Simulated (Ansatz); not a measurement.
# A series of single points on Sn

System: Sn (I4₁/amd, 2 atoms in the cell).
Method: DFT PBEsol, scalar-relativistic, plane waves, PAW, no spin polarisation (Ansatz 0.2.0).

The 5 runs differ only in the geometry, by a strain of the cell at fixed fractional positions. Against run 3, the strain is εxx = η and εyy = η. The structure derives from an entry of the Crystallography Open Database.

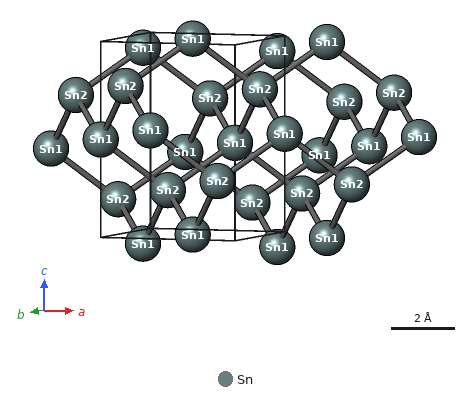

Figure 1. The structure of run 3 (ball-and-stick view of the cell 2 times as large as that of the calculation, set on its symmetry axes, repeated 2 × 2 × 1, seen at an oblique angle; atoms are numbered from 1 in the order of the input). An atom can appear more than once, as a periodic image.

## Input of run 3
```yaml
crystal:
  lattice:
    - [0.0, 3.2456, 3.148232]
    - [3.2456, 0.0, 3.148232]
    - [3.2456, 3.2456, 0.0]
  atoms:
    - { symbol: Sn, position: [0.5, 0.5, 0.5] }
    - { symbol: Sn, position: [0.75, 0.75, 0.75] }
basis:
  ecutwfc: 420
kpoints:
  mp_grid: { grid: [12, 12, 12] }
hamiltonian:
  xc: pbesol
scf:
  occupations: { method: gaussian, width: 0.15 }
output:
  forces: true
  stress: true
  eigenvalues: true
```

Command:
```bash
ansatz run input.yaml --threads 1 --pin off --max-ram 2560MiB --backend cpu --events-out ev --progress --plain --runs-dir out
```

Lattice vectors (Å) and fractional positions of run 3:
```
   0.000000    3.245600    3.148232
   3.245600    0.000000    3.148232
   3.245600    3.245600    0.000000
Sn  0.500000  0.500000  0.500000
Sn  0.750000  0.750000  0.750000
```

Run 2 differs from it as follows:
```diff
-    - [0.0, 3.2456, 3.148232]
-    - [3.2456, 0.0, 3.148232]
-    - [3.2456, 3.2456, 0.0]
+    - [0.0, 3.196916, 3.148232]
+    - [3.196916, 0.0, 3.148232]
+    - [3.196916, 3.196916, 0.0]
```

## Results, with one run withheld

```csv
run,strain parameter η (%),"free energy per atom, from the lowest run given (meV)",pressure (GPa)
1,−3.0000,59.02,6.24
2,−1.5000,?,?
3,0.0000,8.62,2.50
4,1.5000,0.00,1.01
5,3.0000,0.81,−0.27
```

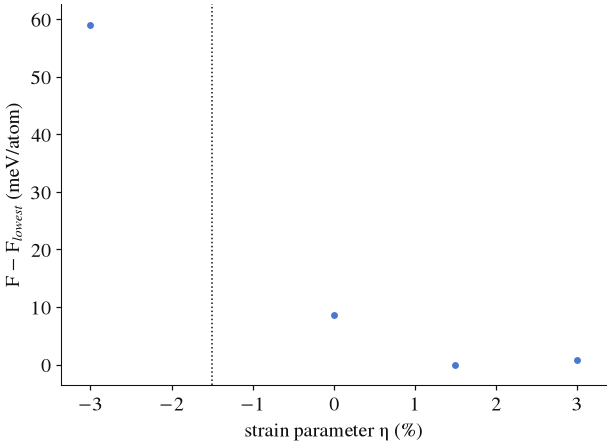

Figure 2. Free energy per atom of the runs given; the dotted line marks run 2.

What should run 2 give?

A quadratic polynomial in the coordinate, fitted to the 4 runs given, misses them by at most 0.35 meV per atom. With x = η − 0.3750, it reads F = 5.5879 − 7.916 x + 2.3415 x² (meV per atom). At run 2 it gives 28.66 meV per atom, and the run itself gives 27.86. The fit has its minimum at η = 2.0654 %. The miss comes from the order of the polynomial or from scatter in that run; these data can't tell which.

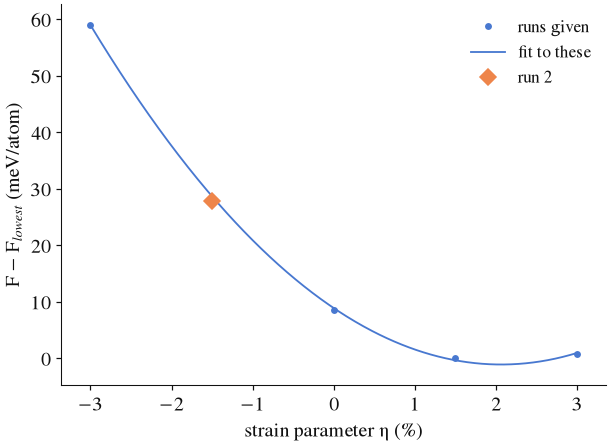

Figure 3. The fit and the withheld run.

## Output, shortened to warnings, some set-up lines, iterations and results (run 2)
```
Basis set: ecut = 420 eV, 1243 PW (Γ), exchange–correlation on 60×60×64 points (8 copies of the dense FFT grid, shifted against one another)
Symmetry: 16 space group operations
k-points: 163 of 1728
Initial density: superposition of atomic densities (neutral atoms: chi_scale 0, normalization atom), corrected by the library's trained network
[...]
SCF iter   1: F=—  HF=-11899.441217 eV  |F-HF|=—  |Δ(HF+E_count)|=         —  Δρ=2.56e-3  dr2=3.09e-3  ethr=1.77e-3  ⟨swp⟩=5.4  Hψ=14991  notcnv=0
SCF iter   2: F=—  HF=-11899.439140 eV  |F-HF|=—  |Δ(HF+E_count)|=   2.08e-3  Δρ=1.42e-3  dr2=1.24e-3  ethr=1.10e-5  ⟨swp⟩=2.2  Hψ=6555  notcnv=0
SCF iter   3: F=—  HF=-11899.439053 eV  |F-HF|=—  |Δ(HF+E_count)|=   8.66e-5  Δρ=3.58e-4  dr2=1.51e-4  ethr=4.44e-6  ⟨swp⟩=2.0  Hψ=5218  notcnv=0
SCF iter   4: F=—  HF=-11899.439111 eV  |F-HF|=—  |Δ(HF+E_count)|=   5.80e-5  Δρ=2.89e-4  dr2=7.86e-5  ethr=5.39e-7  ⟨swp⟩=2.0  Hψ=5112  notcnv=0
SCF iter   5: F=—  HF=-11899.439112 eV  |F-HF|=—  |Δ(HF+E_count)|=   4.36e-7  Δρ=9.12e-5  dr2=2.92e-6  ethr=2.81e-7  ⟨swp⟩=2.0  Hψ=5219  notcnv=0
SCF iter   6: F=-11899.439112 eV  HF=-11899.439112 eV  |F-HF|=5.71e-8  |Δ(HF+E_count)|=   3.36e-7  Δρ=8.31e-6  dr2=4.36e-8  ethr=3.57e-10  ⟨swp⟩=5.1  Hψ=16776  notcnv=0
SCF 1 converged in 6 iterations: F = -11899.439112 eV  dr2 = 4.36e-8
SCF converged after 6 iterations
Free energy (F): -11899.439112 eV
Harris-Foulkes:  -11899.439112 eV  (|F-HF|=5.71e-8)
Internal energy: -11899.437629 eV  (E = F + TS)
E sigma→0 (E₀):  -11899.438370 eV
Entropy (-TS):   -0.001483 eV (-0.741 meV/atom)
Fermi energy:    8.513646 eV
--- Per-component energies (eV) ---
  E_band       = -232.651977
  E_kinetic    = 377.416335
  E_local      = -2229.609168  (includes V_loc(G=0)·N_el)
  E_nonlocal   = -60.118805
  E_hartree    = 1294.363479
  E_xc         = -758.316773
  E_vxc        = -193.973711  (∫ρ·V_xc dr)
  E_paw        = -8133.651163  (= ΣΔE_a)
  E_vpaw       = -715.103149  (= ΣTr[D̂ρ^β])
  E_aug_tail   = -0.000001  (compensation charges beyond the density's cutoff)
  E_ewald      = -2390.091213
  E_core_change = 0.569680  (= ΣΔE_core)
  E_smearing   = -0.001483  (= −TS)
  E_closure    = -0.000000  (closes the sum)
  Σ components = -11899.439112   (vs F -11899.439112, Δ=0.00e0)
--- Forces (eV/Å), atoms counted from 1 ---
  atom   1  Sn    -0.00000000     0.00000000     0.00000000
  atom   2  Sn     0.00000000    -0.00000000    -0.00000000
  max |Σ_I F_I| component: 2.78e-17 eV/Å
--- Stress (GPa, compression-positive) ---
        4.081568       0.000000       0.000000
        0.000000       4.081568      -0.000000
       -0.000000      -0.000000       4.529613
  P = ⅓ Tr σ = 4.2309 GPa (42.309 kbar)
```
